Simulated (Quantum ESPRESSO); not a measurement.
Workfunction calculation of MoS$_{2}$ (part 1 of 2)

System: MoS$_{2}$ (slab, 6 atoms in the cell).
Method: Kohn-Sham DFT of a periodic cell, PBE, PseudoDojo 0.4.1 SR PBE standard, no spin polarisation (Quantum ESPRESSO 7.5).

The structure derives from an entry of the Crystallography Open Database.

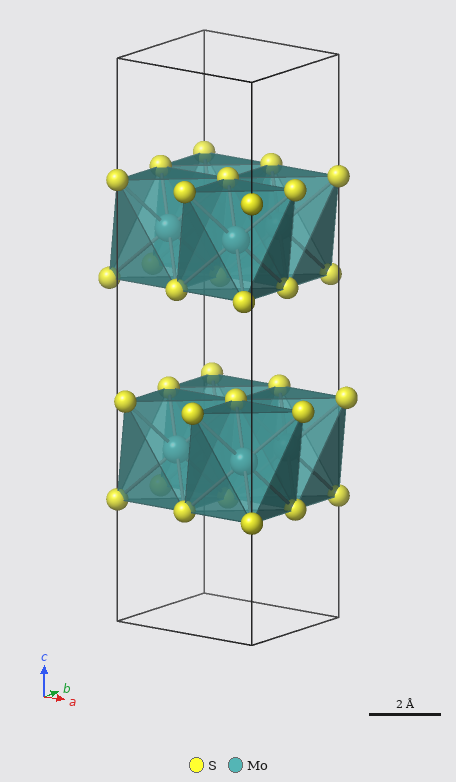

The structure (polyhedral view of the 2 × 2 repeat of the cell, with the vacuum cut short, seen slightly off an axis; polyhedra are completed across the faces of the cell).

## Input
```
&CONTROL
  calculation = 'scf'
  prefix = 'pwscf'
  outdir = './tmp'
  pseudo_dir = './pseudo'
  tprnfor = .true.
  disk_io = 'low'
/
&SYSTEM
  ibrav = 0
  celldm(1) = 8
  nat = 6
  ntyp = 2
  ecutwfc = 80
  nbnd = 36
  occupations = 'smearing'
  smearing = 'fd'
  degauss = 0.00183747
/
&ELECTRONS
  conv_thr = 6d-09
  electron_maxstep = 150
  mixing_beta = 0.3
  mixing_mode = 'local-TF'
/
ATOMIC_SPECIES
S     32.0600 S.upf
Mo    95.9500 Mo.upf
CELL_PARAMETERS alat
  0.7490405449954   0.0000000000000   0.0000000000000
 -0.3745202724903   0.6486881404263   0.0000000000000
  0.0000000000000   0.0000000000000   5.7099255934396
ATOMIC_POSITIONS crystal
S      0.0000000000    0.0000000000    0.3102699348
Mo     0.6666666667    0.3333333333    0.3735132899
S      0.3333333333    0.6666666667    0.4367566449
S      0.6666666667    0.3333333333    0.5632433551
Mo     0.3333333333    0.6666666667    0.6264867101
S      0.0000000000    0.0000000000    0.6897300652
K_POINTS automatic
10 10 1 0 0 0
```

## File pp_density.in
```
&INPUTPP
  prefix = 'pwscf'
  outdir = './tmp'
  filplot = 'density.dat'
  plot_num = 0
/
&PLOT
  nfile = 1
  filepp(1) = 'density.dat'
  iflag = 3
  output_format = 6
  fileout = 'density.cube'
/
```

## File pp_potential.in
```
&INPUTPP
  prefix = 'pwscf'
  outdir = './tmp'
  filplot = 'potential.dat'
  plot_num = 11
/
&PLOT
  nfile = 1
  filepp(1) = 'potential.dat'
  iflag = 3
  output_format = 6
  fileout = 'potential.cube'
/
```

## File pp_elf.in
```
&INPUTPP
  prefix = 'pwscf'
  outdir = './tmp'
  filplot = 'elf.dat'
  plot_num = 8
/
&PLOT
  nfile = 1
  filepp(1) = 'elf.dat'
  iflag = 3
  output_format = 6
  fileout = 'elf.cube'
/
```

Hardware: 2 threads of AMD EPYC (Zen 3), 200 GiB of memory available, shared host.

Launch command:
```bash
OMP_NUM_THREADS=1 mpirun -n 2 pw.x -nk 2 -in pw.in > pw.out
OMP_NUM_THREADS=1 mpirun -n 1 pp.x -in pp_density.in > pp_density.out
OMP_NUM_THREADS=1 mpirun -n 1 pp.x -in pp_potential.in > pp_potential.out
OMP_NUM_THREADS=1 mpirun -n 1 pp.x -in pp_elf.in > pp_elf.out
```

## What the program printed
```
This program is part of the open-source Quantum ESPRESSO suite
     for quantum simulation of materials; please cite
         "P. Giannozzi et al., J. Phys.:Condens. Matter 21 395502 (2009);
         "P. Giannozzi et al., J. Phys.:Condens. Matter 29 465901 (2017);
         "P. Giannozzi et al., J. Chem. Phys. 152 154105 (2020);
          URL
     in publications or presentations arising from this work. More details at

     Message from routine setup:
     using ibrav=0 with symmetry is DISCOURAGED, use correct ibrav instead

     K-points division:     npool     =       2
     Subspace diagonalization in iterative solution of the eigenvalue problem:
     a serial algorithm will be used

     G-vector sticks info
     --------------------
     sticks:   dense  smooth     PW     G-vecs:    dense   smooth      PW
     Sum         793     793    223               137145   137145   20989

     Using Slab Decomposition

     bravais-lattice index     =            0
     lattice parameter (alat)  =       8.0000  a.u.
     unit-cell volume          =    1420.5015 (a.u.)^3
     number of atoms/cell      =            6
     number of atomic types    =            2
     number of electrons       =        52.00
     number of Kohn-Sham states=           36
     kinetic-energy cutoff     =      80.0000  Ry
     charge density cutoff     =     320.0000  Ry
     scf convergence threshold =      6.0E-09
     mixing beta               =       0.3000
     number of iterations used =            8  local-TF  mixing
     Exchange-correlation= PBE
                           (   1   4   3   4   0   0   0)

     celldm(1)=   8.000000  celldm(2)=   0.000000  celldm(3)=   0.000000
     celldm(4)=   0.000000  celldm(5)=   0.000000  celldm(6)=   0.000000

     crystal axes: (cart. coord. in units of alat)
               a(1) = (   0.749041   0.000000   0.000000 )
               a(2) = (  -0.374520   0.648688   0.000000 )
               a(3) = (   0.000000   0.000000   5.709926 )

     reciprocal axes: (cart. coord. in units 2 pi/alat)
               b(1) = (  1.335041  0.770786 -0.000000 )
               b(2) = (  0.000000  1.541573  0.000000 )
               b(3) = (  0.000000 -0.000000  0.175134 )

     PseudoPot. # 1 for S  read from file:
     S.upf
     Pseudo is Norm-conserving + core correction, Zval =  6.0
     Generated using ONCVPSP code by D. R. Hamann
     Using radial grid of 1146 points,  6 beta functions with:
                l(1) =   0
                l(2) =   0
                l(3) =   1
                l(4) =   1
                l(5) =   2
                l(6) =   2

     PseudoPot. # 2 for Mo read from file:
     Mo.upf
     Pseudo is Norm-conserving + core correction, Zval = 14.0
     Generated using ONCVPSP code by D. R. Hamann
     Using radial grid of 1640 points,  6 beta functions with:
                l(1) =   0
                l(2) =   0
                l(3) =   1
                l(4) =   1
                l(5) =   2
                l(6) =   2

     atomic species   valence    mass     pseudopotential
     S                 6.00    32.06000     S ( 1.00)
     Mo               14.00    95.95000     Mo( 1.00)

     12 Sym. Ops., with inversion, found

   Cartesian axes

     site n.     atom                  positions (alat units)
         1        S      tau(   1) = (   0.0000000   0.0000000   1.7716182  )
         2        Mo     tau(   2) = (   0.3745203   0.2162294   2.1327331  )
         3        S      tau(   3) = (  -0.0000000   0.4324588   2.4938479  )
         4        S      tau(   4) = (   0.3745203   0.2162294   3.2160776  )
         5        Mo     tau(   5) = (  -0.0000000   0.4324588   3.5771925  )
         6        S      tau(   6) = (   0.0000000   0.0000000   3.9383074  )

     number of k points=    14  Fermi-Dirac smearing, width (Ry)=  0.0018
                       cart. coord. in units 2pi/alat
        k(    1) = (   0.0000000   0.0000000   0.0000000), wk =   0.0200000
        k(    2) = (   0.0000000   0.1541573   0.0000000), wk =   0.1200000
        k(    3) = (   0.0000000   0.3083146   0.0000000), wk =   0.1200000
        k(    4) = (   0.0000000   0.4624718   0.0000000), wk =   0.1200000
        k(    5) = (   0.0000000   0.6166291   0.0000000), wk =   0.1200000
        k(    6) = (   0.0000000  -0.7707864   0.0000000), wk =   0.0600000
        k(    7) = (   0.1335041   0.2312359   0.0000000), wk =   0.1200000
        k(    8) = (   0.1335041   0.3853932   0.0000000), wk =   0.2400000
        k(    9) = (   0.1335041   0.5395505   0.0000000), wk =   0.2400000
        k(   10) = (   0.1335041   0.6937078   0.0000000), wk =   0.2400000
        k(   11) = (   0.2670082   0.4624718   0.0000000), wk =   0.1200000
        k(   12) = (   0.2670082   0.6166291   0.0000000), wk =   0.2400000
        k(   13) = (   0.2670082   0.7707864   0.0000000), wk =   0.1200000
        k(   14) = (   0.4005124   0.6937078   0.0000000), wk =   0.1200000

     Dense  grid:   137145 G-vectors     FFT dimensions: (  36,  36, 270)

     Initial potential from superposition of free atoms

     starting charge      51.9970, renormalised to      52.0000

     negative rho (up, down):  2.745E-05 0.000E+00
     Starting wfcs are   36 randomized atomic wfcs

     Self-consistent Calculation

     iteration #  1     ecut=    80.00 Ry     beta= 0.30
     Davidson diagonalization with overlap
     ethr =  1.00E-02,  avg # of iterations =  6.1

     total energy              =    -369.70448594 Ry
     estimated scf accuracy    <       0.94819518 Ry

     iteration #  2     ecut=    80.00 Ry     beta= 0.30
     Davidson diagonalization with overlap
     ethr =  1.82E-03,  avg # of iterations =  1.0

     total energy              =    -369.61266091 Ry
     estimated scf accuracy    <       0.36719527 Ry

     iteration #  3     ecut=    80.00 Ry     beta= 0.30
     Davidson diagonalization with overlap
     ethr =  7.06E-04,  avg # of iterations =  2.2

     total energy              =    -369.66698970 Ry
     estimated scf accuracy    <       0.03916304 Ry

     iteration #  4     ecut=    80.00 Ry     beta= 0.30
     Davidson diagonalization with overlap
     ethr =  7.53E-05,  avg # of iterations =  9.1

     total energy              =    -369.66344654 Ry
     estimated scf accuracy    <       0.02979685 Ry

     iteration #  5     ecut=    80.00 Ry     beta= 0.30
     Davidson diagonalization with overlap
     ethr =  5.73E-05,  avg # of iterations =  2.1

     total energy              =    -369.66761274 Ry
     estimated scf accuracy    <       0.00172543 Ry

     iteration #  6     ecut=    80.00 Ry     beta= 0.30
     Davidson diagonalization with overlap
     ethr =  3.32E-06,  avg # of iterations =  8.8

     total energy              =    -369.66715774 Ry
     estimated scf accuracy    <       0.00396537 Ry

     iteration #  7     ecut=    80.00 Ry     beta= 0.30
     Davidson diagonalization with overlap
     ethr =  3.32E-06,  avg # of iterations =  4.7

     total energy              =    -369.66771116 Ry
     estimated scf accuracy    <       0.00044426 Ry

     iteration #  8     ecut=    80.00 Ry     beta= 0.30
     Davidson diagonalization with overlap
     ethr =  8.54E-07,  avg # of iterations =  4.4

     negative rho (up, down):  7.700E-08 0.000E+00

     total energy              =    -369.66747135 Ry
     estimated scf accuracy    <       0.00079814 Ry

     iteration #  9     ecut=    80.00 Ry     beta= 0.30
     Davidson diagonalization with overlap
     ethr =  8.54E-07,  avg # of iterations =  4.9

     negative rho (up, down):  7.442E-06 0.000E+00

     total energy              =    -369.66760344 Ry
     estimated scf accuracy    <       0.00007751 Ry

     iteration # 10     ecut=    80.00 Ry     beta= 0.30
     Davidson diagonalization with overlap
     ethr =  1.49E-07,  avg # of iterations =  2.4

     negative rho (up, down):  2.696E-05 0.000E+00

     total energy              =    -369.66763650 Ry
     estimated scf accuracy    <       0.00005882 Ry

     iteration # 11     ecut=    80.00 Ry     beta= 0.30
     Davidson diagonalization with overlap
     ethr =  1.13E-07,  avg # of iterations =  5.0

     negative rho (up, down):  8.863E-08 0.000E+00

     total energy              =    -369.66765369 Ry
     estimated scf accuracy    <       0.00000743 Ry

     iteration # 12     ecut=    80.00 Ry     beta= 0.30
     Davidson diagonalization with overlap
     ethr =  1.43E-08,  avg # of iterations =  4.2

     negative rho (up, down):  1.179E-05 0.000E+00

     total energy              =    -369.66765743 Ry
     estimated scf accuracy    <       0.00000159 Ry

     iteration # 13     ecut=    80.00 Ry     beta= 0.30
     Davidson diagonalization with overlap
     ethr =  3.06E-09,  avg # of iterations =  4.6

     negative rho (up, down):  4.717E-06 0.000E+00

     total energy              =    -369.66765767 Ry
     estimated scf accuracy    <       0.00000054 Ry

     iteration # 14     ecut=    80.00 Ry     beta= 0.30
     Davidson diagonalization with overlap
     ethr =  1.03E-09,  avg # of iterations =  1.0

     negative rho (up, down):  2.182E-06 0.000E+00

     total energy              =    -369.66765786 Ry
     estimated scf accuracy    <       0.00000035 Ry

     iteration # 15     ecut=    80.00 Ry     beta= 0.30
     Davidson diagonalization with overlap
     ethr =  6.64E-10,  avg # of iterations =  2.6

     negative rho (up, down):  1.008E-05 0.000E+00

     total energy              =    -369.66765799 Ry
     estimated scf accuracy    <       0.00000010 Ry

     iteration # 16     ecut=    80.00 Ry     beta= 0.30
     Davidson diagonalization with overlap
     ethr =  1.90E-10,  avg # of iterations =  2.0

     negative rho (up, down):  1.924E-06 0.000E+00

     total energy              =    -369.66765797 Ry
     estimated scf accuracy    <          6.9E-09 Ry

     iteration # 17     ecut=    80.00 Ry     beta= 0.30
     Davidson diagonalization with overlap
     ethr =  1.33E-11,  avg # of iterations =  4.3

     negative rho (up, down):  1.302E-06 0.000E+00

     total energy              =    -369.66765799 Ry
     estimated scf accuracy    <       0.00000002 Ry

     iteration # 18     ecut=    80.00 Ry     beta= 0.30
     Davidson diagonalization with overlap
     ethr =  1.33E-11,  avg # of iterations =  2.8

     End of self-consistent calculation

          k = 0.0000 0.0000 0.0000 ( 17237 PWs)   bands (ev):

   -58.6114 -58.6113 -32.6860 -32.6859 -32.6013 -32.6013 -32.6013 -32.6013
   -11.9330 -11.8023 -10.6533 -10.4522  -3.6350  -3.1365  -1.0174  -1.0174
    -1.0089  -1.0089  -0.2277   0.7635   2.1556   2.1556   2.1610   2.1610
     2.2338   2.8729   2.8729   2.8802   2.9236   2.9236   6.6090   6.6090
     6.6662   6.6662   7.7856   7.8818
```
